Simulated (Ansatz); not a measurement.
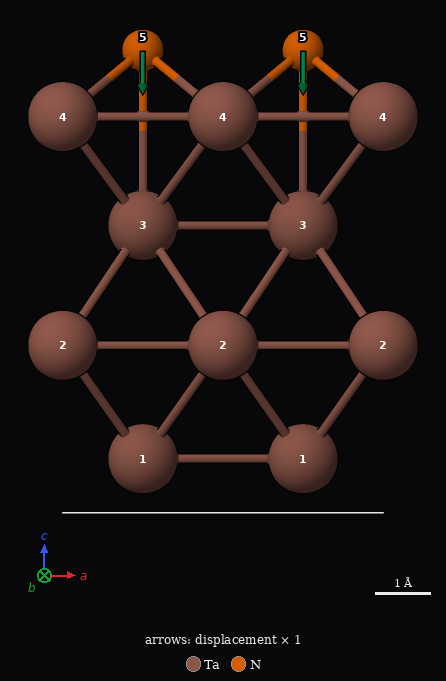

A constrained relaxation of a slab of composition Ta$_{4}$N (cut from the Fm-3m phase). The starting structure is drawn; green arrows show the displacements, at their true length.

A ball-and-stick model of the 2 × 2 repeat of the cell, outlined in the plane, without the vacuum, seen along the b axis.

Case: N put over a Ta atom of a lower plane. The slab is the (1 0 0) face of Ta with N on it. 2 atoms are held fixed.

The calculation used Ansatz, DFT PBEsol, scalar-relativistic, plane waves, PAW.

Input file:
```yaml
crystal:
  lattice:
    - [2.9525883348, 0.0, 0.0]
    - [0.0, 2.9525883348, 0.0]
    - [0.0, 0.0, 25.2633857008]
  atoms:
    - { symbol: Ta, position: [0.5, 0.5, 0.3364552994] }
    - { symbol: Ta, position: [0.0, 0.0, 0.4190964489] }
    - { symbol: Ta, position: [0.5, 0.5, 0.5065613038] }
    - { symbol: Ta, position: [0.0, 0.0, 0.585864131] }
    - { symbol: "N", position: [0.5, 0.5, 0.6341553622] }
basis:
  ecutwfc: 420
kpoints:
  mp_grid: { grid: [10, 10, 1] }
hamiltonian:
  xc: pbesol
scf:
  occupations: { method: gaussian, width: 0.1 }
output:
  forces: true
  eigenvalues: true
  write_density: true
  write_potential: true
  elf: true
  volumetric_format: npy
relax:
  adjacent_minimum: "off"
  f_tol: 0.03
  max_steps: 70
  constraints: [{ sites: [0, 1] }]
efield:
  axis: 3
  dipole_correction: true
  ramp_width: 0.04
```

Run as
```bash
ansatz run input.yaml --threads 2 --pin off --max-ram 5120MiB --backend cpu --events-out ev --progress --plain --runs-dir out
```

Question: Describe the change and its energy.

Answer: The energy falls by 2.891 eV per cell of the calculation in 6 geometry steps. The largest force component goes from 6 to 0.0036 eV/Å. The atom that moves furthest is N5 (0.85 Å along the normal (−c)). By element the largest moves are N 0.85 Å, Ta 0.07 Å. The lattice vectors keep their values. Among the contacts that change: Ta3–N5 3.223 → 2.398 Å, Ta4–N5 2.418 → 2.110 Å, Ta3–Ta4 2.894 → 2.956 Å, Ta2–Ta3 3.040 → 3.023 Å. Among the angles between lasting bonds that change: Ta4–N5–Ta4 119.4° → 163.3°, Ta4–N5–Ta4 75.3° → 88.8°.

Limits of the set-up: the cell has an odd number of electrons but was run without spin polarisation; the periodic images lie only 3.0 Å apart, so the values are limited by the cell's size.
